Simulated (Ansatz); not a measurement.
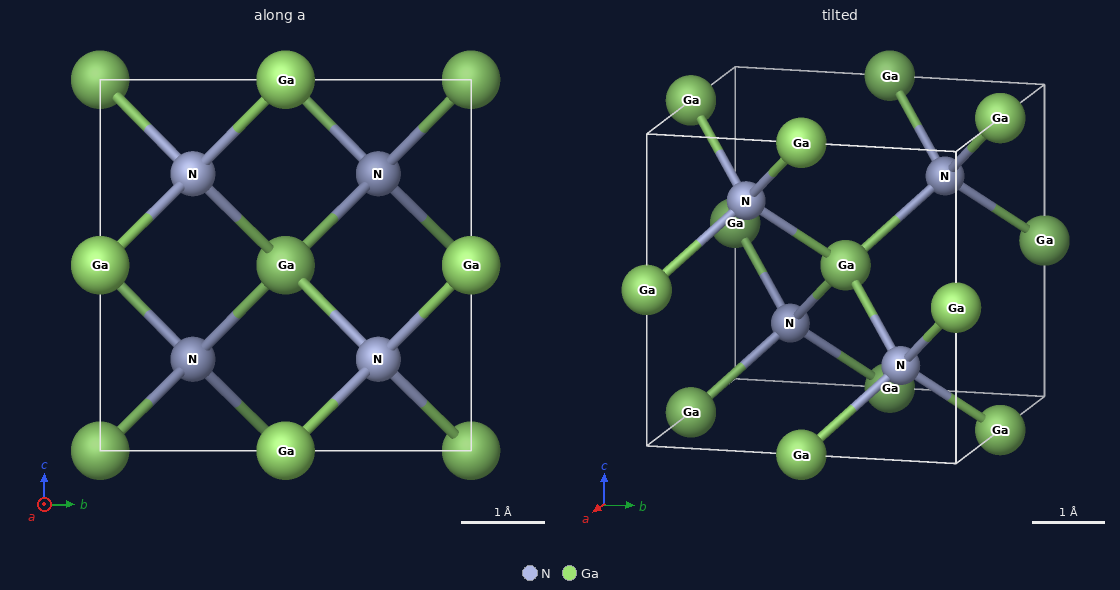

Ball-and-stick drawing of the structure, looking along the a axis and slightly off an axis. The wireframe shows the drawn cell (a repeat of the simulation cell).

GaN, a = 4.50 Å, b = 4.50 Å, c = 4.50 Å, α = 90.00°, β = 90.00°, γ = 91.38°.

Level of theory and settings: G0W0 on PBE, plane waves, PAW in Ansatz 0.2.0, E_cut = 420 eV, k-points about 0.41 Å⁻¹ apart, no spin polarisation.

Question: Is the electronic structure metallic or gapped?

Answer: A semiconductor at this level, with a gap of 1.66 eV, direct.

The structure comes from a structure listed in the Materials Project. Earlier steps of the study may have refined or changed the cell and positions. An electronic-structure calculation with Ansatz was run on it.
